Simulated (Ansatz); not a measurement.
WS2: single-point calculation

WS2 (P1, 3 atoms in the cell), computed with DFT PBEsol+D3(BJ), scalar-relativistic, plane waves, PAW, no spin polarisation (Ansatz 0.2.0).

The structure derives from an entry of the Crystallography Open Database. It belongs to a series of runs on one base structure; here: all W atoms moved +0.225 Å, as atom 1 along Cartesian [1 1 0]. Figures and captions count atoms from 1; the log counts them from 0 in places.

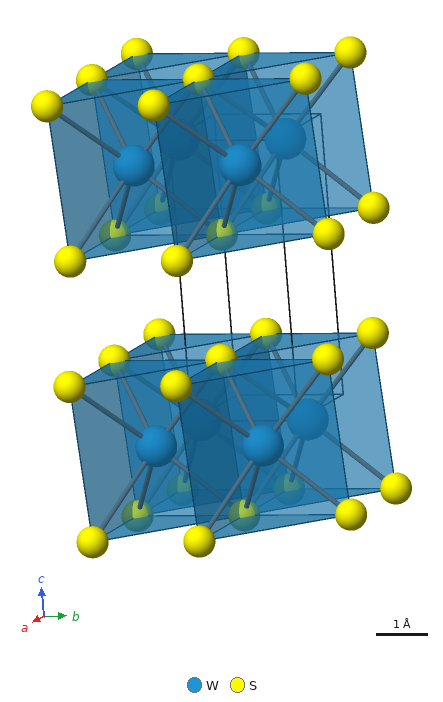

**Figure 1.** The structure as given in the input (polyhedral view of the cell of the calculation, set on other vectors, repeated 2 × 2 × 1, seen slightly off an axis; polyhedra are completed across the faces of the cell). An atom can appear more than once, as a periodic image.

**The input**
```yaml
crystal:
  lattice:
    - [1.5601972548, 0.900780305, 5.8413921014]
    - [-1.5601972548, 0.900780305, 5.8413921014]
    - [0.0, -1.8015606101, 5.8413921014]
  atoms:
    - { symbol: W, position: [1.0797847341, 0.9778110732, 0.9404861228] }
    - { symbol: S, position: [0.7554860797, 0.7554860797, 0.7554860797] }
    - { symbol: S, position: [0.5764532769, 0.5764532769, 0.5764532769] }
basis:
  ecutwfc: 420
kpoints:
  mp_grid: { grid: [12, 12, 12] }
hamiltonian:
  xc: pbesol
  dispersion: d3bj
scf:
  occupations: { method: gaussian, width: 0.05 }
output:
  forces: true
  stress: true
  eigenvalues: true
  write_density: true
  write_potential: true
  elf: true
  volumetric_format: npy
```

Run on 1 thread of AMD EPYC (Zen 3), 192 GiB of memory available, shared host.

Launched with:
```bash
ansatz run input.yaml --threads 1 --pin off --max-ram 2560MiB --backend cpu --events-out ev --progress --plain --runs-dir out
```

**The program's output**
```
basis.fft_grid_basis auto: the FFT boxes are laid along the combinations [[1, -1, 0], [0, 1, 0], [0, -1, 1]] of the cell's own vectors, 3.120, 6.113 and 3.120 Å long. The dense box has 24×45×24 points. Along the cell's own vectors, as sized, it would have 45×45×45, 3.52 times as many. basis.fft_grid_basis: typed keeps the cell's own vectors: state it where this run's energies or levels are differenced outside the engine with another run's, or held beside a run that keeps those vectors. Those combinations have planes normal to reciprocal vector 3, as the cell's own vectors have. Each planar average written beside output.write_density, output.write_potential has a row for each plane of the box: 24. The volumetric files lie along those combinations, not along the cell's own vectors: a cube or XSF file states them, and fields.json those of NumPy files.
Engine: ansatz 0.2.0, x86_64-unknown-linux-gnu
Pseudopotentials: kind: paw
Pseudopotential: W, paw, valence charge 14, recommended cutoff 420 eV (normal), W.paw.azcp
Pseudopotential: S, paw, valence charge 6, recommended cutoff 420 eV (normal), S.paw.azcp
Functional definition: PBEsol
  exchange = pbesol_x
  correlation = pbesol_c
Crystal: 3 atoms, lattice volume = 49.257 Å³
Basis set: ecut = 420 eV, 973 PW (Γ), FFT grids on a1−a2, a2, −a2+a3, exchange–correlation on 48×90×48 points (8 copies of the dense FFT grid, shifted against one another)
Bands: 17, of which v1, the nominal top of the filled ones, is band 13 counted from 1 (12 counted from 0)
Symmetry: 1 space group operations
Space group: P1 (ITA 1), of the structure as read, at distance tolerance 3.7e-5 Å
k-points: 868 of 1728 (time reversal used)
Non-local potential: W, projectors of the file, l = 0: 3, l = 1: 2, l = 2: 2, l = 3: 1
Non-local potential: S, projectors of the file, l = 0: 2, l = 1: 2, l = 2: 2
PAW form: soft (Blöchl's): semilocal exchange-correlation on the pseudo side does not see the compensation charge
PAW frozen core: W, regenerated for the run's functional, and the local potential with it (the file was generated under x = pbe(κ = 0.804, μ = 0.2195149727645171), c = pbe(β = 0.06672455060314922))
PAW frozen core: S, regenerated for the run's functional, and the local potential with it (the file was generated under x = pbe(κ = 0.804, μ = 0.2195149727645171), c = pbe(β = 0.06672455060314922))
PAW one-centre angular grid: W, 590 points (default); XC on 64 Gauss nodes
PAW one-centre angular grid: S, 110 points (default); XC on 64 Gauss nodes
Initial density: superposition of atomic densities (neutral atoms: chi_scale 0, normalization atom), corrected by the library's trained network
Initial wavefunctions: pseudopotential atomic-orbital guess
Functional: x = pbesol(κ = 0.804, μ = 0.12345679012345678), c = pbesol(β = 0.046)
SCF iter   1: F=—  HF=-12029.704840 eV  |F-HF|=—  |Δ(HF+E_count)|=         —  Δρ=8.24e-3  dr2=4.19e-2  ethr=1.77e-3  ⟨swp⟩=6.0  Hψ=84651  notcnv=0
preconditioner: auto → none  [insulator: Δε(μ)=0.653 eV  Ē_g=8.939 eV  σ=0.050 eV  W_gap=1.00  n_scr=16 (ndim 8)  ℏωp=22.4 eV  f_vac=0.003  D(μ)=0.00/eV (n_scr^D=0)  ε∞_Penn≈7.3]
SCF iter   2: F=—  HF=-12029.699953 eV  |F-HF|=—  |Δ(HF+E_count)|=   4.89e-3  Δρ=3.83e-3  dr2=8.95e-3  ethr=1.61e-4  ⟨swp⟩=1.6  Hψ=22537  notcnv=0
SCF iter   3: F=—  HF=-12029.699946 eV  |F-HF|=—  |Δ(HF+E_count)|=   7.45e-6  Δρ=6.79e-4  dr2=6.49e-4  ethr=3.44e-5  ⟨swp⟩=2.2  Hψ=18873  notcnv=0
SCF iter   4: F=—  HF=-12029.699794 eV  |F-HF|=—  |Δ(HF+E_count)|=   1.52e-4  Δρ=2.78e-4  dr2=1.86e-5  ethr=2.50e-6  ⟨swp⟩=2.0  Hψ=20840  notcnv=0
SCF iter   5: F=—  HF=-12029.699805 eV  |F-HF|=—  |Δ(HF+E_count)|=   1.11e-5  Δρ=5.06e-5  dr2=6.26e-7  ethr=7.14e-8  ⟨swp⟩=2.6  Hψ=22297  notcnv=0
SCF iter   6: F=-12029.699805 eV  HF=-12029.699805 eV  |F-HF|=5.71e-9  |Δ(HF+E_count)|=   2.33e-7  Δρ=9.28e-6  dr2=3.26e-8  ethr=3.85e-10  ⟨swp⟩=11.3  Hψ=117251  notcnv=0
SCF 1 converged in 6 iterations: F = -12029.699805 eV  dr2 = 3.26e-8
  greatest PAW one-centre occupation: 1.000 electrons in one spin orbital (limit 2), on the W atom at site 0 (counted from 0), in its partial waves of l = 0
```

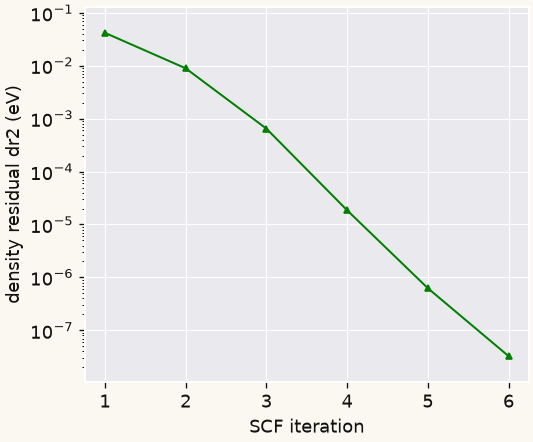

**Figure 2.** Convergence of the self-consistent field: density residual dr2 against the SCF iteration. The residual falls at every step.

```
SCF converged after 6 iterations
Free energy (F): -12029.699805 eV
Harris-Foulkes:  -12029.699805 eV  (|F-HF|=5.71e-9)
Internal energy: -12029.699805 eV  (E = F + TS)
E sigma→0 (E₀):  -12029.699805 eV
Fermi energy:    13.380847 eV
--- Per-component energies (eV) ---
  E_band       = -155.325903
  E_kinetic    = 670.645959
  E_local      = -1544.419034  (includes V_loc(G=0)·N_el)
  E_nonlocal   = 60.965229
  E_hartree    = 606.003488
  E_xc         = -460.089716
  E_vxc        = -416.811341  (∫ρ·V_xc dr)
  E_paw        = -9604.823084  (= ΣΔE_a)
  E_vpaw       = -137.708194  (= ΣTr[D̂ρ^β])
  E_aug_tail   = -0.000058  (compensation charges beyond the density's cutoff)
  E_ewald      = -1757.074002
  E_disp       = -1.254277  (pairwise vdW)
  E_core_change = 0.345691  (= ΣΔE_core)
  E_smearing   = -0.000000  (= −TS)
  E_closure    = 0.000000  (closes the sum)
  Σ components = -12029.699805   (vs F -12029.699805, Δ=0.00e0)
--- Forces (eV/Å), atoms counted from 1 ---
  atom   1  W     -3.77354874    -3.44434870     0.00166135
  atom   2  S      1.90026476     1.72653678     0.74707411
  atom   3  S      1.87330141     1.71782649    -0.74874235
  max |Σ_I F_I| component: 1.74e-5 eV/Å
--- Stress (GPa, compression-positive) ---
        7.112891       4.206744      -0.121827
        4.206744      -1.754594      -0.067913
       -0.121827      -0.067913       7.338125
  P = ⅓ Tr σ = 4.2321 GPa (42.321 kbar)
--- Band table (eV; the first three rows and the last of 868) ---
  k-point 0: bands = ["-61.4549", "-25.8595", "-25.6079", "-25.5388", "-2.9807", "-0.6469", "4.8332", "9.2847", "9.7335", "9.7645", "11.4861", "11.7971", "12.0109", "13.9885", "14.7732", "16.0003", "16.3257"]
  k-point 1: bands = ["-61.4534", "-25.8545", "-25.6182", "-25.5629", "-2.8593", "-0.6080", "4.9823", "9.0204", "9.5958", "9.8173", "11.1615", "11.5246", "12.0769", "14.2256", "14.7333", "15.6491", "16.4563"]
  k-point 2: bands = ["-61.4493", "-25.8409", "-25.6648", "-25.6098", "-2.5122", "-0.4949", "5.3829", "8.3544", "9.1493", "10.0585", "10.2410", "11.4855", "11.8368", "14.4852", "14.7466", "15.1496", "16.7344"]
  k-point 867: bands = ["-61.4549", "-25.8596", "-25.6079", "-25.5388", "-2.5344", "-1.4701", "6.4232", "8.5445", "9.2536", "9.7707", "9.9953", "11.9562", "13.0516", "14.1310", "14.6426", "15.6828", "16.5673"]
```

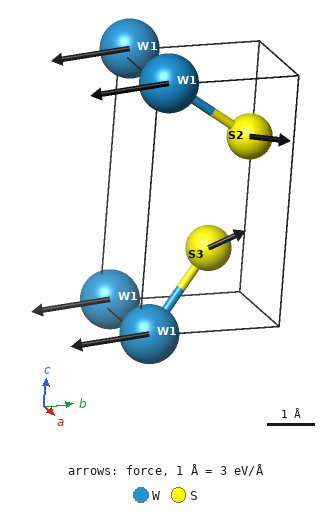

**Figure 3.** Forces on the atoms as black arrows (ball-and-stick view of the cell of the calculation, set on other vectors, seen slightly off an axis; atoms are numbered from 1 in the order of the input). The largest act on W1 (5.11 eV/Å); S2 (2.67 eV/Å); S3 (2.65 eV/Å). The geometry is not a stationary point of this energy.

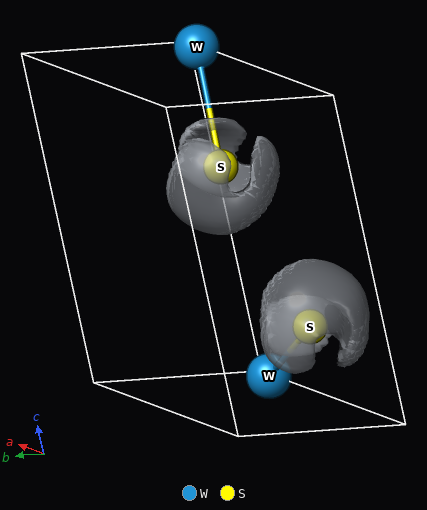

**Figure 4.** Isosurface of the ELF at 0.8 (grey), seen at an oblique angle. Core shells and regions of very low density are left out. Sticks mark near contacts. The outline is the cell set on symmetry axes. Along the contacts the grid gives the following. W–S (2.23 Å): the ELF is about 0.50 at the midpoint. W–S (2.44 Å): the ELF is about 0.45 at the midpoint. Core electrons are frozen (PAW), so the fields are smoothed inside the atomic spheres.

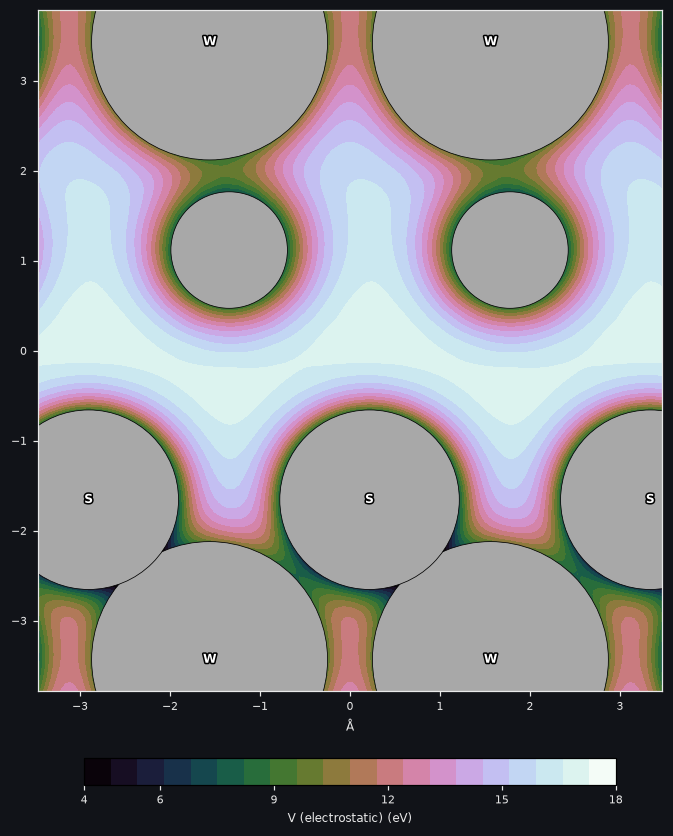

**Figure 5.** Electrostatic potential energy of an electron on the (011̄) plane of the conventional cell. Grey discs, where drawn, cover atomic cores. Outside the cores the potential energy rises away from the atoms and is highest about 1.9 Å from the nearest atoms; outside the discs it spans about 13 eV, and its zero is arbitrary.

**Key numbers**

```tsv
quantity	value
outcome	converged
space group (tolerance 0.01 Å)	P1 (1)
electrons treated	26
free energy	−12029.6998 eV
Fermi energy	13.381 eV
gap on the k-point mesh	0.66 eV
pressure	4.23 GPa
largest force (length of the vector)	5.109 eV/Å
wall time	1.7 min
peak memory	0.98 GiB
```

Spin–orbit coupling is left out, which matters for W.
